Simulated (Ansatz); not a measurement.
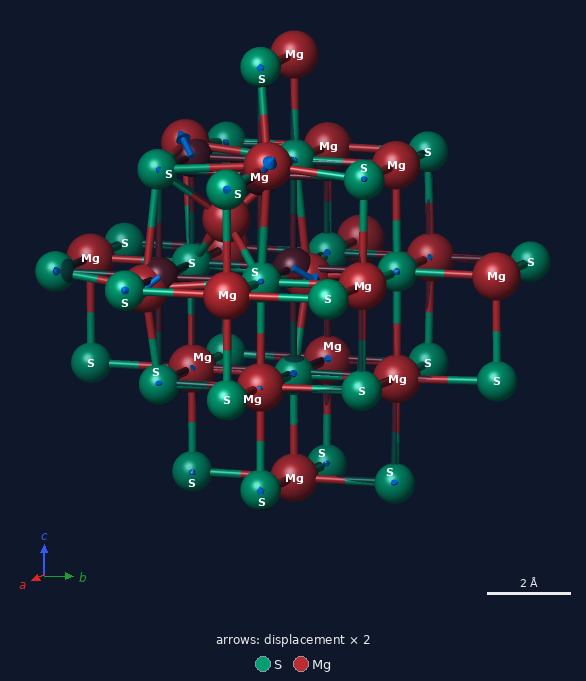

This is a relaxation of a defect cell of composition S32Mg33 (cell charge +2). The starting structure is drawn faded, the final one solid; blue arrows show the displacements, magnified 2 times.

The picture is a ball-and-stick view of the atoms within 5.8 Å of the atom that moves most (axes of the cell of the calculation (origin shifted)), seen slightly off an axis.

The calculation used DFT, PBEsol, PAW, plane waves in Ansatz 0.2.0. (plane-wave cutoff 420 eV; k-point mesh 1 × 1 × 1; mesh shifted by (0.25, 0.25, 0.25); no spin polarisation; atoms relaxed in a fixed cell; force threshold 0.03 eV/Å; at most 80 steps)

Atoms of which element are displaced furthest, and by how much?

Answer. Magnesium: up to 0.47 Å, against 0.10 Å for sulfur.

What happened in the run?

Answer. The atom that moves furthest is a Mg atom (0.47 Å along [−1 1 −1]). Largest moves by element: Mg 0.47 Å, S 0.10 Å. The cell stays as it was. Among the contacts that change: Mg–Mg 2.233 → 2.717 Å, Mg–Mg 2.293 → 2.713 Å, Mg–S 2.565 → 2.912 Å, Mg–S 2.586 → 2.912 Å. Among the angles between lasting bonds that change: S–Mg–S 179.6° → 164.0°, S–Mg–S 178.7° → 164.0°, S–Mg–S 178.1° → 164.1°. The energy falls by 3.708 eV per cell of the calculation in 4 geometry steps. The largest force component goes from 2.7 to 0.014 eV/Å. The run took 3.5 s on 1 × NVIDIA GB200 with 8 threads of Arm Neoverse-V2, peak memory 1.8 GiB.

Limits of the set-up: the cell is charged, on a uniform background, and energies carry no finite-size correction.
